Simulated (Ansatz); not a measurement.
**From Si to C**

System: Si (4 atoms in the cell).
Method of run 1: DFT r2SCAN, scalar-relativistic, plane waves, PAW, no spin polarisation (Ansatz 0.2.0).
System of run 2: C (R-3m, 4 atoms in the cell).

On run 1: The structure was made by swapping elements on the sites of another compound; it need not be a known phase. On run 2: The structure derives from a Materials Project entry. Text and figures count atoms from 1; the logs count them from 0 in places.

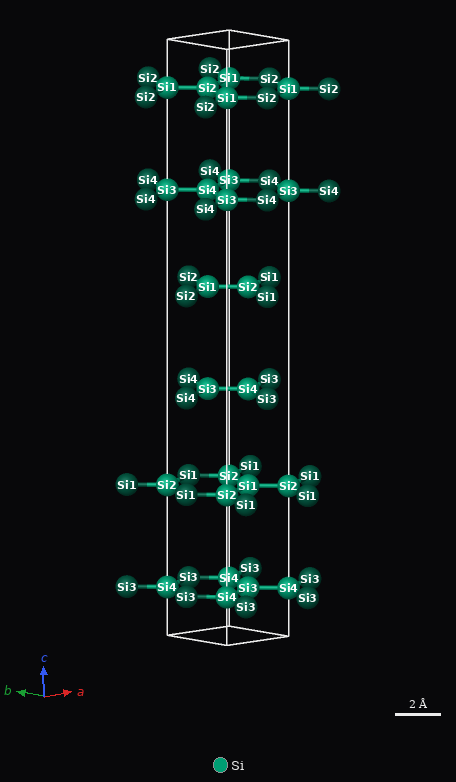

Figure 1. The structure as given in the input (ball-and-stick view of the cell 3 times as large as that of the calculation, set on its symmetry axes, seen at an oblique angle; neighbours outside the cell are drawn fainter; atoms are numbered from 1 in the order of the input). An atom can appear more than once, as a periodic image. Near neighbours in the periodic cell (some may lie outside the picture): Si has 3 Si at 1.80 Å.

## Input, run 1
```yaml
crystal:
  lattice:
    - [1.5578458706, 0.8994227328, 9.1923889793]
    - [-1.5578458706, 0.8994227328, 9.1923889793]
    - [0.0, -1.7988454655, 9.1923889793]
  atoms:
    - { symbol: Si, position: [0.9189791265, 0.9189791265, 0.9189791265] }
    - { symbol: Si, position: [0.2523091569, 0.2523091569, 0.2523091569] }
    - { symbol: Si, position: [0.7476908431, 0.7476908431, 0.7476908431] }
    - { symbol: Si, position: [0.0810208735, 0.0810208735, 0.0810208735] }
basis:
  ecutwfc: 500
kpoints:
  mp_grid: { grid: [6, 6, 6] }
hamiltonian:
  xc: r2scan
scf:
  occupations: { method: gaussian, width: 0.1 }
output:
  forces: true
  stress: true
  eigenvalues: true
```

Command:
```bash
ansatz run input.yaml --threads 1 --pin off --max-ram 2560MiB --backend cpu --events-out ev --progress --plain --runs-dir out
```

Hardware: 1 thread of AMD EPYC (Zen 3), 192 GiB of memory available, shared host.

## Output, shortened to warnings, some set-up lines, iterations and results (run 1)
```
Basis set: ecut = 500 eV, 1977 PW (Γ), FFT grids on a1−a3, a2−a3, a3, exchange–correlation on 96×96×288 points (64 copies of the dense FFT grid, shifted against one another)
Symmetry: 12 space group operations
k-points: 32 of 216
Initial density: superposition of atomic densities (neutral atoms: chi_scale 0, normalization atom), corrected by the library's trained network
[...]
SCF iter   1: F=—  HF=-2537.830448 eV  |F-HF|=—  |Δ(HF+E_count)|=         —  Δρ=6.61e-3  dr2=1.75e-2  dr2_τ=1.77e-1  ethr=1.77e-3  ⟨swp⟩=8.3  Hψ=3276  notcnv=0
SCF iter   2: F=—  HF=-2537.897038 eV  |F-HF|=—  |Δ(HF+E_count)|=   6.66e-2  Δρ=1.35e-3  dr2=2.21e-3  dr2_τ=3.29e-5  ethr=1.09e-4  ⟨swp⟩=2.0  Hψ=1024  notcnv=0
SCF iter   3: F=—  HF=-2537.896979 eV  |F-HF|=—  |Δ(HF+E_count)|=   5.98e-5  Δρ=4.53e-4  dr2=3.68e-4  dr2_τ=4.13e-6  ethr=1.38e-5  ⟨swp⟩=2.1  Hψ=634  notcnv=0
SCF iter   4: F=—  HF=-2537.897068 eV  |F-HF|=—  |Δ(HF+E_count)|=   8.91e-5  Δρ=2.49e-4  dr2=1.53e-4  dr2_τ=1.20e-6  ethr=2.30e-6  ⟨swp⟩=2.0  Hψ=538  notcnv=0
SCF iter   5: F=—  HF=-2537.897056 eV  |F-HF|=—  |Δ(HF+E_count)|=   1.16e-5  Δρ=6.23e-5  dr2=5.98e-6  dr2_τ=4.65e-8  ethr=9.56e-7  ⟨swp⟩=2.6  Hψ=548  notcnv=0
SCF iter   6: F=—  HF=-2537.897057 eV  |F-HF|=—  |Δ(HF+E_count)|=   5.41e-7  Δρ=1.81e-5  dr2=3.93e-7  dr2_τ=5.27e-9  ethr=3.74e-8  ⟨swp⟩=2.3  Hψ=589  notcnv=0
SCF iter   7: F=-2537.897057 eV  HF=-2537.897057 eV  |F-HF|=1.22e-9  |Δ(HF+E_count)|=   1.37e-7  Δρ=2.87e-6  dr2=9.04e-9  dr2_τ=1.01e-10  ethr=6.25e-10  ⟨swp⟩=7.0  Hψ=2308  …
SCF 1 converged in 7 iterations: F = -2537.897057 eV  dr2 = 9.04e-9
SCF converged after 7 iterations
Free energy (F): -2537.897057 eV
Harris-Foulkes:  -2537.897057 eV  (|F-HF|=1.22e-9)
Internal energy: -2537.891793 eV  (E = F + TS)
E sigma→0 (E₀):  -2537.894425 eV
Entropy (-TS):   -0.005264 eV (-1.316 meV/atom)
Fermi energy:    5.905893 eV
--- Per-component energies (eV) ---
  E_band       = -5.833156
  E_kinetic    = 206.029841
  E_local      = -379.502861  (includes V_loc(G=0)·N_el)
  E_nonlocal   = 136.872115
  E_hartree    = 129.945052
  E_xc         = -224.449682
  E_vxc        = -223.990025  (∫ρ·V_xc dr)
  E_paw        = -2084.097302  (= ΣΔE_a)
  E_vpaw       = -14.491254  (= ΣTr[D̂ρ^β])
  E_aug_tail   = 0.000018  (compensation charges beyond the density's cutoff)
  E_vtau       = 9.357974  (kinetic-family band-sum trace: ∫τ·v_τ [+ j·A + Jᵃ·Aᵃ] dr)
  E_ewald      = -322.383242
  E_core_change = -0.305732  (= ΣΔE_core)
  E_smearing   = -0.005264  (= −TS)
  E_closure    = 0.000000  (closes the sum)
  Σ components = -2537.897057   (vs F -2537.897057, Δ=0.00e0)
--- Forces (eV/Å), atoms counted from 1 ---
  atom   1  Si     0.00000000     0.00000000     0.01023782
  atom   2  Si     0.00000000    -0.00000000    -0.00689433
  atom   3  Si     0.00000000     0.00000000     0.00689433
  atom   4  Si     0.00000000    -0.00000000    -0.01023782
  max |Σ_I F_I| component: 9.25e-18 eV/Å
--- Stress (GPa, compression-positive) ---
      174.128048      -0.000000       0.000000
        0.000000     174.128048      -0.000000
        0.000000      -0.000000      -1.356318
  P = ⅓ Tr σ = 115.6333 GPa (1156.333 kbar)
```

The input of run 2 differs as follows (lines with − go, lines with + come):
```diff
-    - [1.5578458706, 0.8994227328, 9.1923889793]
-    - [-1.5578458706, 0.8994227328, 9.1923889793]
-    - [0.0, -1.7988454655, 9.1923889793]
+    - [1.2331880975, 0.7119814801, 8.2826151019]
+    - [-1.2331880975, 0.7119814801, 8.2826151019]
+    - [0.0, -1.4239629602, 8.2826151019]
-    - { symbol: Si, position: [0.9189791265, 0.9189791265, 0.9189791265] }
-    - { symbol: Si, position: [0.2523091569, 0.2523091569, 0.2523091569] }
-    - { symbol: Si, position: [0.7476908431, 0.7476908431, 0.7476908431] }
-    - { symbol: Si, position: [0.0810208735, 0.0810208735, 0.0810208735] }
+    - { symbol: C, position: [0.91282692, 0.91282692, 0.91282692] }
+    - { symbol: C, position: [0.24614994, 0.24614994, 0.24614994] }
+    - { symbol: C, position: [0.75385006, 0.75385006, 0.75385006] }
+    - { symbol: C, position: [0.08717308, 0.08717308, 0.08717308] }
-  mp_grid: { grid: [6, 6, 6] }
+  mp_grid: { grid: [12, 12, 12] }
```

What does this change do to the results?

The total energies belong to different systems, so their difference says nothing on which is more stable or more accurate. The gap on the mesh goes from 0.08 to 0.20 eV. The pressure goes from 115.63 to −3.07 GPa. The volume per atom goes from 19.32 to 10.91 Å³. The SCF takes 6 iterations against 7. The irreducible k-points go from 32 to 189. The plane waves at Γ go from 1977 to 1123. On the same kind of shared host run 2 took about 2.3 times as long.

## Output, shortened to warnings, some set-up lines, iterations and results (run 2)
```
Basis set: ecut = 500 eV, 1123 PW (Γ), FFT grids on a1−a3, a2−a3, a3, exchange–correlation on 72×72×256 points (64 copies of the dense FFT grid, shifted against one another)
Symmetry: 12 space group operations
k-points: 189 of 1728
Initial density: superposition of atomic densities (neutral atoms: chi_scale 0, normalization atom), corrected by the library's trained network
[...]
SCF iter   1: F=—  HF=-1006.549962 eV  |F-HF|=—  |Δ(HF+E_count)|=         —  Δρ=7.63e-3  dr2=7.83e-3  dr2_τ=8.02e-1  ethr=1.77e-3  ⟨swp⟩=5.7  Hψ=13206  notcnv=0
SCF iter   2: F=—  HF=-1006.626893 eV  |F-HF|=—  |Δ(HF+E_count)|=   7.69e-2  Δρ=1.26e-3  dr2=6.57e-4  dr2_τ=3.35e-5  ethr=4.89e-5  ⟨swp⟩=2.0  Hψ=6048  notcnv=0
SCF iter   3: F=—  HF=-1006.626952 eV  |F-HF|=—  |Δ(HF+E_count)|=   5.84e-5  Δρ=5.86e-4  dr2=6.04e-4  dr2_τ=1.03e-5  ethr=4.10e-6  ⟨swp⟩=2.0  Hψ=3700  notcnv=0
SCF iter   4: F=—  HF=-1006.626781 eV  |F-HF|=—  |Δ(HF+E_count)|=   1.70e-4  Δρ=1.39e-4  dr2=3.04e-5  dr2_τ=9.48e-7  ethr=3.78e-6  ⟨swp⟩=2.0  Hψ=3141  notcnv=0
SCF iter   5: F=—  HF=-1006.626773 eV  |F-HF|=—  |Δ(HF+E_count)|=   8.35e-6  Δρ=2.76e-5  dr2=3.20e-7  dr2_τ=1.67e-8  ethr=1.90e-7  ⟨swp⟩=2.3  Hψ=3152  notcnv=0
SCF iter   6: F=-1006.626773 eV  HF=-1006.626773 eV  |F-HF|=1.49e-9  |Δ(HF+E_count)|=   1.83e-7  Δρ=4.83e-6  dr2=5.58e-9  dr2_τ=1.14e-9  ethr=6.25e-10  ⟨swp⟩=6.5  Hψ=11884  …
SCF 1 converged in 6 iterations: F = -1006.626773 eV  dr2 = 5.58e-9
SCF converged after 6 iterations
Free energy (F): -1006.626773 eV
Harris-Foulkes:  -1006.626773 eV  (|F-HF|=1.49e-9)
Internal energy: -1006.626051 eV  (E = F + TS)
E sigma→0 (E₀):  -1006.626412 eV
Entropy (-TS):   -0.000722 eV (-0.180 meV/atom)
Fermi energy:    4.821666 eV
--- Per-component energies (eV) ---
  E_band       = -78.683327
  E_kinetic    = 361.801891
  E_local      = -869.695807  (includes V_loc(G=0)·N_el)
  E_nonlocal   = 107.407450
  E_hartree    = 297.427281
  E_xc         = -188.298530
  E_vxc        = -260.970961  (∫ρ·V_xc dr)
  E_paw        = -403.364678  (= ΣΔE_a)
  E_vpaw       = -26.829321  (= ΣTr[D̂ρ^β])
  E_aug_tail   = 0.000021  (compensation charges beyond the density's cutoff)
  E_vtau       = 14.747569  (kinetic-family band-sum trace: ∫τ·v_τ [+ j·A + Jᵃ·Aᵃ] dr)
  E_ewald      = -311.804584
  E_core_change = -0.099095  (= ΣΔE_core)
  E_smearing   = -0.000722  (= −TS)
  E_closure    = -0.000000  (closes the sum)
  Σ components = -1006.626773   (vs F -1006.626773, Δ=0.00e0)
--- Forces (eV/Å), atoms counted from 1 ---
  atom   1  C      0.00000000    -0.00000000    -0.00544421
  atom   2  C      0.00000000     0.00000000     0.00311315
  atom   3  C      0.00000000    -0.00000000    -0.00311315
  atom   4  C      0.00000000     0.00000000     0.00544421
  max |Σ_I F_I| component: 0.00e0 eV/Å
--- Stress (GPa, compression-positive) ---
       -4.220011      -0.000000       0.000000
       -0.000000      -4.220011       0.000000
        0.000000       0.000000      -0.782883
  P = ⅓ Tr σ = -3.0743 GPa (-30.743 kbar)
```

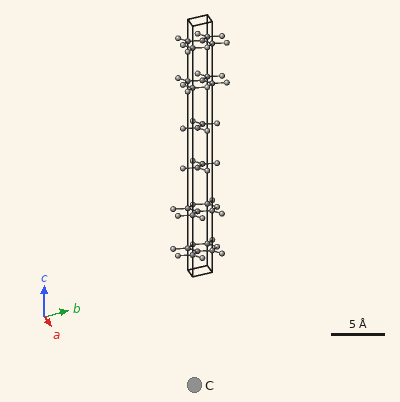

Figure 2. The input structure of run 2 (ball-and-stick view of the cell 3 times as large as that of the calculation, set on its symmetry axes, seen slightly off an axis; neighbours outside the cell are drawn fainter). An atom can appear more than once, as a periodic image.

## The two runs side by side

| quantity | run 1 | run 2 |
| --- | --- | --- |
| outcome | converged | converged |
| free energy per atom (eV) | −634.4743 | −251.6567 |
| energy per atom, smearing taken to zero (eV) | −634.4736 | −251.6566 |
| gap on the mesh (eV) | 0.08 | 0.20 |
| pressure (GPa) | 115.63 | −3.07 |
| volume per atom (Å³) | 19.32 | 10.91 |
| largest force (eV/Å) | 0.010 | 0.005 |
| SCF iterations | 7 | 6 |
| irreducible k-points | 32 | 189 |
| plane waves at Γ | 1977 | 1123 |
| wall time (shared host) | 5.9 s | 14 s |
